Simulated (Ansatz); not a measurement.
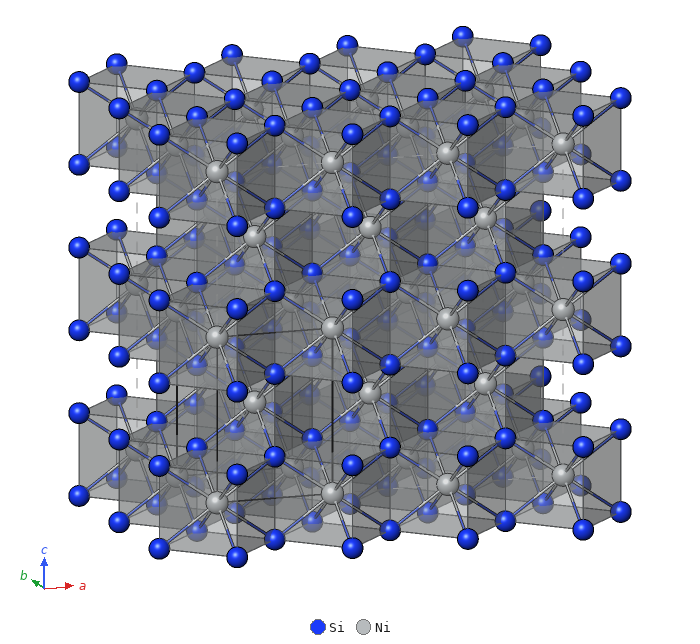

Polyhedra are drawn about Ni (bonds: Ni–Si below 2.5 Å); other atoms are plain spheres.

System Si2Ni (space group I4/mmm, No. 139); source of the atomic positions: the end point of a relaxation (final pressure about 20 GPa) with Ansatz 0.2.0, DFT, PAW plane waves, lda, spin-orbit.

Sharing among the drawn polyhedra:

```tsv
site	polyhedron	corner-sharing neighbours	edge-sharing	face-sharing	bond (Å)
Ni	NiSi8 cube	0	12	0	2.25
```

They form a three-dimensional framework of edge-sharing cubes.
